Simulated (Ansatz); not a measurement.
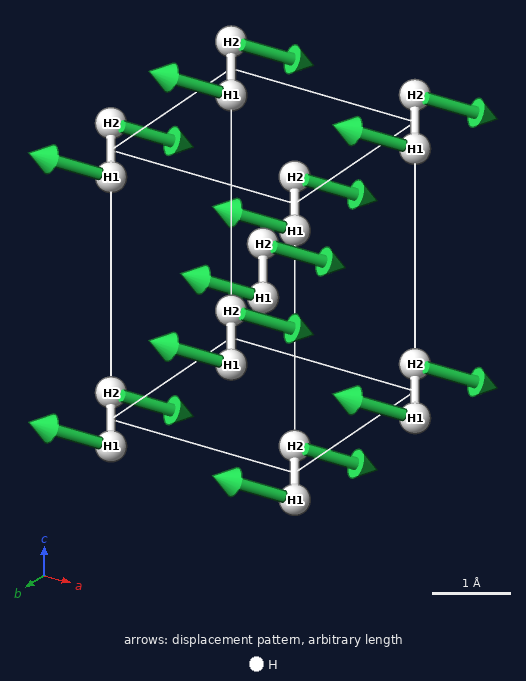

One vibrational mode of a crystal of H at the zone centre. Displacements are drawn as green arrows; their common scale and sign are arbitrary. Style: ball-and-stick. Shown: the conventional cell (2 times the calculation's cell), from a free direction. Lengths and directions refer to the drawn axes.

The calculation used DFT LDA, scalar-relativistic, plane waves, PAW (Ansatz 0.2.0). Set-up: plane-wave cutoff 420 eV; k-point mesh 12 × 12 × 12; occupations fixed; no spin polarisation.

Frequencies are those without the non-analytic (LO–TO) term.

### Give the symmetry, activity and frequency of this mode.

This is the E_g mode (doubly degenerate; one member of the set is drawn) at 217 cm⁻¹, the lowest optical level, Raman-active by symmetry. All motion is along a; atoms of one kind move against one another, with no net shift of their sublattice; the H–H bond lengths don't change to first order, so for these it is a bending, tilting or sliding motion.
